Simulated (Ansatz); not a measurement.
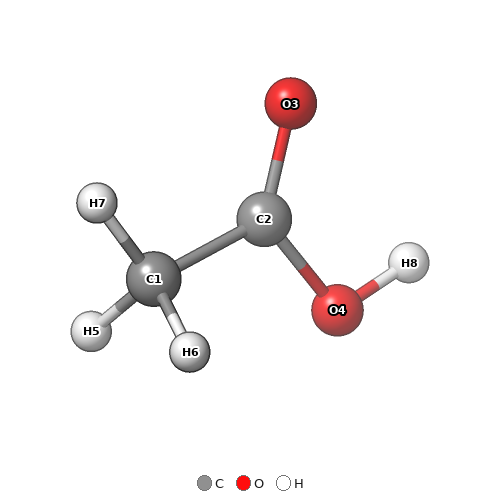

The system is C₂H₄O₂, SMILES CC(=O)O; the picture shows the grid point nearest to the relaxed geometry. Two internal coordinates are moved rigidly from the geometry relaxed at PBE0-D4/def2-TZVP, all others fixed. First axis: bond C1–C2. Second axis: angle C1–C2–O4. The scan uses a 5 × 5 grid. Points are written as (first, second). All energies are given in kcal/mol relative to the lowest grid point. Theory: RKS PBE-D4/def2-TZVPP in Ansatz.

Its coordinates:

```xyz
8

C    -0.0147    0.9300   -0.2388
C     0.2819   -0.4262    0.1583
O     1.3628   -0.8527    0.4584
O    -0.8229   -1.1958    0.1577
H    -0.4536    0.9344   -1.2383
H    -0.7521    1.3609    0.4411
H     0.8967    1.5215   -0.2270
H    -0.5412   -2.0797    0.4321
```

Range: bond C1–C2 from 1.316 to 2.093 Å; angle C1–C2–O4 from 87.6 to 135.6°.

### What will the energy surface look like?

The lowest grid point is at (1.444 Å, 111.6°). The bottom of the well lies between grid points, at about (1.510 Å, 111°), about 1.5 kcal/mol lower on the interpolated surface. It is the only kind of minimum in the scanned range. The highest grid point, (2.093 Å, 135.6°), lies 54.4 kcal/mol above the lowest. Round the minimum the two coordinates are nearly uncoupled.

```csv
"angle C1–C2–O4 ↓, bond C1–C2 →",1.316,1.444,1.632,1.851,2.093
135.6,45.0,25.3,22.9,36.0,54.4
123.6,22.0,6.1,7.7,23.8,44.7
111.6,15.2,0.0,2.4,19.1,40.6
99.6,23.8,6.8,6.9,21.7,42.0
87.6,52.5,30.1,23.8,33.3,49.6
```

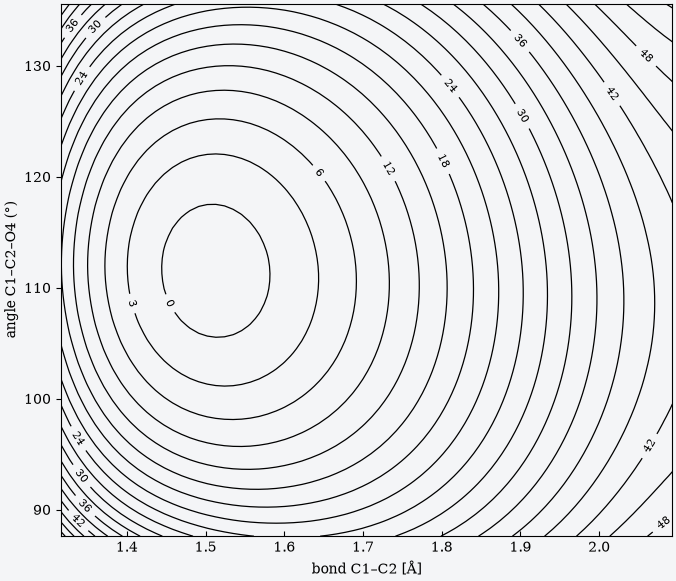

The picture shows contour lines labelled in kcal/mol. Between grid points the surface is interpolated.
